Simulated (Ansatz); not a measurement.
**Single-point calculation, with input and output: Ga₄₈N₄₈ (part 2 of 2)**

Ga₄₈N₄₈ (96 atoms in the cell); DFT, PBEsol, PAW, plane waves (Ansatz 0.2.0); cutoff 420 eV, 1×1×1 k-mesh, Fermi–Dirac smearing of 0.01 eV. The structure was built on a prototype by a generator.

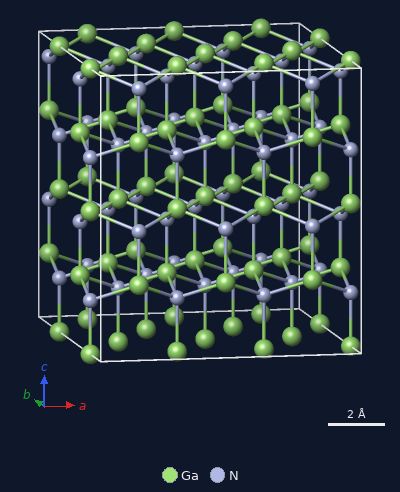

Figure 1. The structure as given in the input (ball-and-stick view of the cell of the calculation, seen slightly off an axis).

## Output, continued
```
--- Forces (eV/Å), atoms counted from 1 ---
  atom   1  Ga    -0.00000000    -0.01734105     0.00284854
  atom   2  Ga    -0.00000000    -0.01734105     0.00284854
  atom   3  Ga     0.00000000    -0.01734105     0.00284854
  atom   4  Ga    -0.00000000    -0.01734105     0.00284854
  atom   5  Ga    -0.00000000    -0.01734105     0.00284854
  atom   6  Ga     0.00000000    -0.01734105     0.00284854
  atom   7  Ga    -0.00000000    -0.01734105     0.00284854
  atom   8  Ga    -0.00000000    -0.01734105     0.00284854
  atom   9  Ga     0.00000000    -0.01734105     0.00284854
  atom  10  Ga     0.00000000    -0.01734105     0.00284854
  atom  11  Ga    -0.00000000    -0.01734105     0.00284854
  atom  12  Ga     0.00000000    -0.01734105     0.00284854
  atom  13  Ga    -0.00000000    -0.01734105     0.00284854
  atom  14  Ga    -0.00000000    -0.01734105     0.00284854
  atom  15  Ga    -0.00000000    -0.01734105     0.00284854
  atom  16  Ga     0.00000000    -0.01734105     0.00284854
  atom  17  Ga    -0.00000000    -0.01734105     0.00284854
  atom  18  Ga    -0.00000000    -0.01734105     0.00284854
  atom  19  Ga    -0.00000000    -0.01734105     0.00284854
  atom  20  Ga    -0.00000000    -0.01734105     0.00284854
  atom  21  Ga     0.00000000    -0.01734105     0.00284854
  atom  22  Ga     0.00000000    -0.01734105     0.00284854
  atom  23  Ga     0.00000000    -0.01734105     0.00284854
  atom  24  Ga     0.00000000    -0.01734105     0.00284854
  atom  25  Ga    -0.00000000     0.01734105     0.00284854
  atom  26  Ga     0.00000000     0.01734105     0.00284854
  atom  27  Ga     0.00000000     0.01734105     0.00284854
  atom  28  Ga     0.00000000     0.01734105     0.00284854
  atom  29  Ga    -0.00000000     0.01734105     0.00284854
  atom  30  Ga    -0.00000000     0.01734105     0.00284854
  atom  31  Ga    -0.00000000     0.01734105     0.00284854
  atom  32  Ga     0.00000000     0.01734105     0.00284854
  atom  33  Ga     0.00000000     0.01734105     0.00284854
  atom  34  Ga    -0.00000000     0.01734105     0.00284854
  atom  35  Ga     0.00000000     0.01734105     0.00284854
  atom  36  Ga     0.00000000     0.01734105     0.00284854
  atom  37  Ga    -0.00000000     0.01734105     0.00284854
  atom  38  Ga     0.00000000     0.01734105     0.00284854
  atom  39  Ga    -0.00000000     0.01734105     0.00284854
  atom  40  Ga    -0.00000000     0.01734105     0.00284854
  atom  41  Ga     0.00000000     0.01734105     0.00284854
  atom  42  Ga     0.00000000     0.01734105     0.00284854
  atom  43  Ga    -0.00000000     0.01734105     0.00284854
  atom  44  Ga    -0.00000000     0.01734105     0.00284854
  atom  45  Ga    -0.00000000     0.01734105     0.00284854
  atom  46  Ga     0.00000000     0.01734105     0.00284854
  atom  47  Ga     0.00000000     0.01734105     0.00284854
  atom  48  Ga     0.00000000     0.01734105     0.00284854
  atom  49  N      0.00000000    -0.00806281    -0.00285033
  atom  50  N      0.00000000    -0.00806281    -0.00285033
  atom  51  N      0.00000000    -0.00806281    -0.00285033
  atom  52  N     -0.00000000    -0.00806281    -0.00285033
  atom  53  N      0.00000000    -0.00806281    -0.00285033
  atom  54  N      0.00000000    -0.00806281    -0.00285033
  atom  55  N     -0.00000000    -0.00806281    -0.00285033
  atom  56  N     -0.00000000    -0.00806281    -0.00285033
  atom  57  N     -0.00000000    -0.00806281    -0.00285033
  atom  58  N     -0.00000000    -0.00806281    -0.00285033
  atom  59  N     -0.00000000    -0.00806281    -0.00285033
  atom  60  N      0.00000000    -0.00806281    -0.00285033
  atom  61  N     -0.00000000    -0.00806281    -0.00285033
  atom  62  N      0.00000000    -0.00806281    -0.00285033
  atom  63  N     -0.00000000    -0.00806281    -0.00285033
  atom  64  N      0.00000000    -0.00806281    -0.00285033
  atom  65  N     -0.00000000    -0.00806281    -0.00285033
  atom  66  N      0.00000000    -0.00806281    -0.00285033
  atom  67  N     -0.00000000    -0.00806281    -0.00285033
  atom  68  N      0.00000000    -0.00806281    -0.00285033
  atom  69  N     -0.00000000    -0.00806281    -0.00285033
  atom  70  N     -0.00000000    -0.00806281    -0.00285033
  atom  71  N      0.00000000    -0.00806281    -0.00285033
  atom  72  N      0.00000000    -0.00806281    -0.00285033
  atom  73  N      0.00000000     0.00806281    -0.00285033
  atom  74  N     -0.00000000     0.00806281    -0.00285033
  atom  75  N     -0.00000000     0.00806281    -0.00285033
  atom  76  N     -0.00000000     0.00806281    -0.00285033
  atom  77  N      0.00000000     0.00806281    -0.00285033
  atom  78  N      0.00000000     0.00806281    -0.00285033
  atom  79  N      0.00000000     0.00806281    -0.00285033
  atom  80  N      0.00000000     0.00806281    -0.00285033
  atom  81  N     -0.00000000     0.00806281    -0.00285033
  atom  82  N      0.00000000     0.00806281    -0.00285033
  atom  83  N     -0.00000000     0.00806281    -0.00285033
  atom  84  N     -0.00000000     0.00806281    -0.00285033
  atom  85  N     -0.00000000     0.00806281    -0.00285033
  atom  86  N     -0.00000000     0.00806281    -0.00285033
  atom  87  N     -0.00000000     0.00806281    -0.00285033
  atom  88  N     -0.00000000     0.00806281    -0.00285033
  atom  89  N     -0.00000000     0.00806281    -0.00285033
  atom  90  N      0.00000000     0.00806281    -0.00285033
  atom  91  N     -0.00000000     0.00806281    -0.00285033
  atom  92  N      0.00000000     0.00806281    -0.00285033
  atom  93  N      0.00000000     0.00806281    -0.00285033
  atom  94  N     -0.00000000     0.00806281    -0.00285033
  atom  95  N     -0.00000000     0.00806281    -0.00285033
  atom  96  N      0.00000000     0.00806281    -0.00285033
  max |Σ_I F_I| component: 8.60e-5 eV/Å
--- Stress (GPa, compression-positive) ---
        0.872550       0.000000      -0.000000
        0.000000      -0.756198      -0.000000
       -0.000000       0.000000      -0.618677
  P = ⅓ Tr σ = -0.1674 GPa (-1.674 kbar)
--- Band table (eV) ---
  k-point 0: bands = ["-6.3654", "-5.8547", "-5.8547", "-5.7931", "-5.7931", "-5.7368", "-5.7368", "-5.5310", "-5.5310", "-5.5310", ... 318 levels left out ..., "5.0367", "5.0367", "5.0367", "5.3146", "5.3146", "5.3146", "5.3146", "5.3676", "5.3676", "5.3676", "5.3676", "5.3703", "5.5275", "5.5275", "5.5828", "5.5828", "5.7551", "5.7551", "5.9341", "5.9341", "6.6103", "6.6103", "6.6113", "6.6113", "6.7468", "6.7468", "6.7570", "6.7570", "6.7570",
      "6.7570", "6.8648", "6.8721", "6.8721", "7.2060", "7.2060", "7.3374", "7.3374", "7.3374", "7.3374", "7.3374", "7.3374", "7.3374", "7.3374", "7.3883", "7.4904", "7.4904", "7.4904", "7.4904", "7.5255", "7.5255", "7.5255", "7.5255", "7.6373", "7.6373", "7.6784", "7.6784", "7.7209", "7.7209", "7.7996", "7.7996", "7.7996", "7.7996", "7.8412", "7.8412", "7.8412", "7.8412", "7.8412", "7.8412", "7.8412",
      "7.8412", "8.0201", "8.0201", "8.0201", "8.0201", "8.1472", "8.1472", "8.1472", "8.1472", "8.3425", "8.3425", "8.3425", "8.3425", "8.5218", "8.5218", "8.5218", "8.5218", "8.6004", "8.6040", "8.6040", "8.6064", "8.6412", "8.7336", "8.7336", "8.9218", "8.9218", "9.1118", "9.1118", "9.1183", "9.1183", "9.1511", "9.1511", "9.6055", "9.6503", "9.6575", "11.5138", "13.8300", "13.8421", "13.8421", "13.8771",
      "13.8771", "13.9278", "13.9278", "14.4951", "14.4951", "14.4951", "14.4951", "14.4951", "14.4951", "14.4951", "14.4951", "14.5322", "14.5322", "14.5696", "14.6314", "14.6314", "14.7970", "14.7970", "14.7970", "14.7970", "14.9175", "14.9175", "14.9175", "14.9175", "15.1347", "15.2276", "15.2276", "15.2276", "15.2276", "15.4980", "15.4980", "15.5592", "15.5592", "15.5592", "15.5592", "15.5783", "15.8629", "15.8629", "15.8629", "15.8629",
      "15.9698", "15.9698", "15.9698", "15.9698", "16.4701", "16.4701", "16.8131", "16.8131", "16.8388", "16.8388", "16.8388", "16.8388", "16.9168", "16.9168", "17.1941", "17.1941", "17.2155", "17.2155", "17.2155", "17.2155", "17.2422", "17.2422", "17.2422", "17.2422", "17.3276", "17.3276", "17.4305", "17.4305", "17.4326", "17.4326", "17.4744", "17.4744", "17.4744", "17.4744", "17.4744", "17.4744", "17.4744", "17.4744", "17.9523", "17.9523",
      "18.0113", "18.0113", "18.0135", "18.0135", "18.0135", "18.0135", "18.0766", "18.0766", "18.2091", "18.6522", "18.6522"]
--- Löwdin populations: 96 sites ---
  site symbol       q [e]
     0     Ga     12.2471
     1     Ga     12.2471
     2     Ga     12.2471
     3     Ga     12.2471
     4     Ga     12.2471
     5     Ga     12.2471
     6     Ga     12.2471
     7     Ga     12.2471
     8     Ga     12.2471
     9     Ga     12.2471
    10     Ga     12.2471
    11     Ga     12.2471
    12     Ga     12.2471
    13     Ga     12.2471
    14     Ga     12.2471
    15     Ga     12.2471
    16     Ga     12.2471
    17     Ga     12.2471
    18     Ga     12.2471
    19     Ga     12.2471
    20     Ga     12.2471
    21     Ga     12.2471
    22     Ga     12.2471
    23     Ga     12.2471
    24     Ga     12.2471
    25     Ga     12.2471
    26     Ga     12.2471
    27     Ga     12.2471
    28     Ga     12.2471
    29     Ga     12.2471
    30     Ga     12.2471
    31     Ga     12.2471
    32     Ga     12.2471
    33     Ga     12.2471
    34     Ga     12.2471
    35     Ga     12.2471
    36     Ga     12.2471
    37     Ga     12.2471
    38     Ga     12.2471
    39     Ga     12.2471
    40     Ga     12.2471
    41     Ga     12.2471
    42     Ga     12.2471
    43     Ga     12.2471
    44     Ga     12.2471
    45     Ga     12.2471
    46     Ga     12.2471
    47     Ga     12.2471
    48      N      5.7154
    49      N      5.7154
    50      N      5.7154
    51      N      5.7154
    52      N      5.7154
    53      N      5.7154
    54      N      5.7154
    55      N      5.7154
    56      N      5.7154
    57      N      5.7154
    58      N      5.7154
    59      N      5.7154
    60      N      5.7154
    61      N      5.7154
    62      N      5.7154
    63      N      5.7154
    64      N      5.7154
    65      N      5.7154
    66      N      5.7154
    67      N      5.7154
    68      N      5.7154
    69      N      5.7154
    70      N      5.7154
    71      N      5.7154
    72      N      5.7154
    73      N      5.7154
    74      N      5.7154
    75      N      5.7154
    76      N      5.7154
    77      N      5.7154
    78      N      5.7154
    79      N      5.7154
    80      N      5.7154
    81      N      5.7154
    82      N      5.7154
    83      N      5.7154
    84      N      5.7154
    85      N      5.7154
    86      N      5.7154
    87      N      5.7154
    88      N      5.7154
    89      N      5.7154
    90      N      5.7154
    91      N      5.7154
    92      N      5.7154
    93      N      5.7154
    94      N      5.7154
    95      N      5.7154
  spilling = 0.002084 (of n_electrons = 864.000000)
```

## Summary

```tsv
quantity	value
outcome	converged
space group (tolerance 0.01 Å)	P6₃mc (186)
electrons treated	864
free energy	−197893.8548 eV
Fermi energy	10.588 eV
pressure	−0.17 GPa
largest force (length of the vector)	0.018 eV/Å
hardware	7 CPU threads, shared host
wall time	21 s (CPU time 2.2 min)
peak memory	3.5 GiB
```

Warnings of the run: the structure was made exactly symmetric. The k-point mesh is coarse for a cell of this size, so the results may not be converged.
